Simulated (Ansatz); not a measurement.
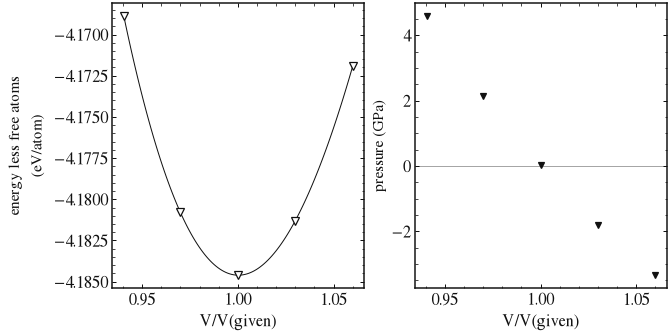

Energy less free atoms and pressure against V/V(given) for Ge, space group P6_3/mmc (No. 194).

V(given) is 19.38 Å³/atom.

A third-order Birch–Murnaghan fit gives V0 = 19.38 Å³/atom, B0 = 65.2 GPa and B′ = 4.3. The energy less free atoms is −4.1689 eV/atom at V/V(given) 0.941 and −4.1719 eV/atom at 1.060; the lowest computed point is at V/V(given) 1.000 (−4.1846 eV/atom), and no other minimum shows among the points. The pressure falls from 4.578 GPa at V/V(given) 0.941 to −3.339 GPa at 1.060, and changes sign near 1.000.

Calculation (Ansatz 0.2.0): periodic Kohn-Sham DFT of a crystal at fixed atoms, scaled to the stated factor times the given cell; pressure positive in compression, energy less spherical unpolarised free atoms. Level: PBE.

method all-electron LAPW; relativity scalar; k mesh 15×15×8; occupations Fermi–Dirac; smearing width 0.05 eV; basis error target 0.5 (meV/atom); nucleus Gaussian.

Structure:
```xyz
2
Lattice="2.9760 0.0000 0.0000 -1.4880 2.5773 0.0000 0.0000 0.0000 5.0535" Properties=species:S:1:pos:R:3 pbc="T T T"
Ge    0.0000    1.7182    1.2634
Ge    1.4880    0.8591    3.7901
```

Limits of the calculation: shape and atomic fractions are frozen while scaling, which makes layered, chain and framework solids too stiff.

One of the inputs:
```
crystal:
  lattice:
    - [2.9759643188, 0.0, 0.0]
    - [-1.4879821594, 2.5772607008, 0.0]
    - [0.0, 0.0, 5.053495465]
  atoms:
    - { symbol: Ge, position: [0.3333333333, 0.6666666667, 0.25] }
    - { symbol: Ge, position: [0.6666666667, 0.3333333333, 0.75] }
kpoints:
  mp_grid: { grid: [15, 15, 8] }
  band_path:
    path:
      - [0.0, 0.0, 0.0]
      - [0.5, 0.0, 0.0]
      - [0.3333333333, 0.3333333333, 0.0]
      - [0.0, 0.0, 0.0]
      - [0.0, 0.0, 0.5]
      - [0.5, 0.0, 0.5]
      - [0.3333333333, 0.3333333333, 0.5]
      - [0.0, 0.0, 0.5]
      - [0.5, 0.0, 0.5]
    npoints: 14
scf:
  occupations: { method: fermi_dirac, width: 0.05 }
hamiltonian:
  xc: pbe
  pseudopotentials: { kind: all_electron, lapw: { basis_error: 0.0005 } }
output:
  forces: true
  stress: true
  eigenvalues: true
  populations: true
  dos: { projected: true, de: 0.2, e_range: [-14, 8] }
```

Launched with:
```bash
ansatz run input.yaml --threads 1 --pin off --max-ram 2048MiB --backend cpu --events-out ev --progress --plain --runs-dir out
```
